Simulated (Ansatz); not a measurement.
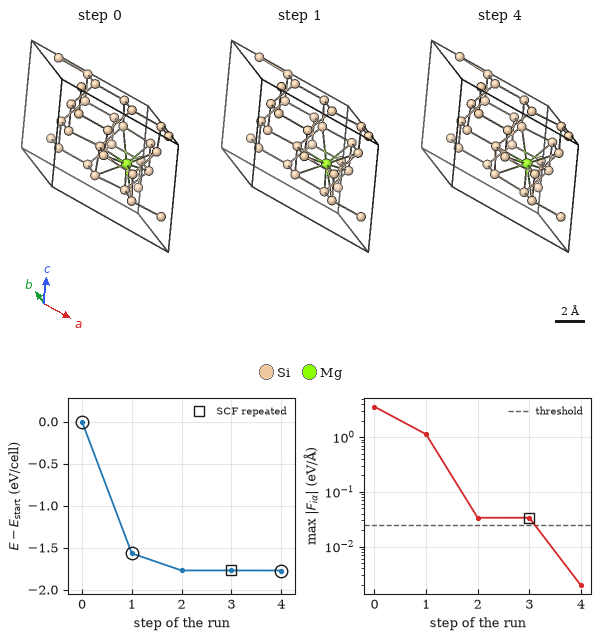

Frames of a relaxation of a defect cell of composition MgSi₃₂, marked on the history of the run. A ball-and-stick model of the cell of the calculation (origin shifted), seen slightly off an axis.

Case: Mg interstitial, charge +0, atoms relaxed at the host's cell.

The calculation used DFT LDA, scalar-relativistic, plane waves, PAW in Ansatz 0.2.0. Settings: plane-wave cutoff 420 eV; k-point mesh 3 × 3 × 3; occupations gaussian; smearing width 0.02 eV; no spin polarisation; atoms relaxed in a fixed cell; force threshold 0.025 eV/Å; at most 45 steps.

> What happens along the run?

A Si atom moves most: 0.29 Å roughly along [−2 0 −1]. By element the largest moves are Si 0.29 Å, Mg 0.03 Å. The lattice vectors keep their values. Some distances before and after: Mg–Si 2.239 → 2.490 Å, Si–Si 2.201 → 2.412 Å, Mg–Si 2.284 → 2.490 Å, Si–Si 2.501 → 2.322 Å. Among the angles between lasting bonds that change: Si–Si–Si 103.0° → 114.9°, Si–Si–Si 117.9° → 106.6°, Si–Si–Mg 78.1° → 67.8°. Over 3 accepted moves (4 points after the start) the energy falls by 1.771 eV per cell of the calculation. Largest force component: 3.6 eV/Å at the start, 0.0019 eV/Å at the end. 1 step only repeated the SCF at the same geometry. From step 0 to 1: a Si atom moves most (0.20 Å), energy −1.568 eV per cell of the calculation. From step 1 to 4: a Si atom moves most (0.10 Å), energy −0.204 eV per cell of the calculation.

```csv
step,"E − E(0), meV/atom","largest force component, eV/Å",note
0,0.00,3.5912,
1,-47.51,1.1249,
2,-53.66,0.0335,
3,-53.66,0.0336,"same geometry, SCF repeated"
4,-53.68,0.0019,
```
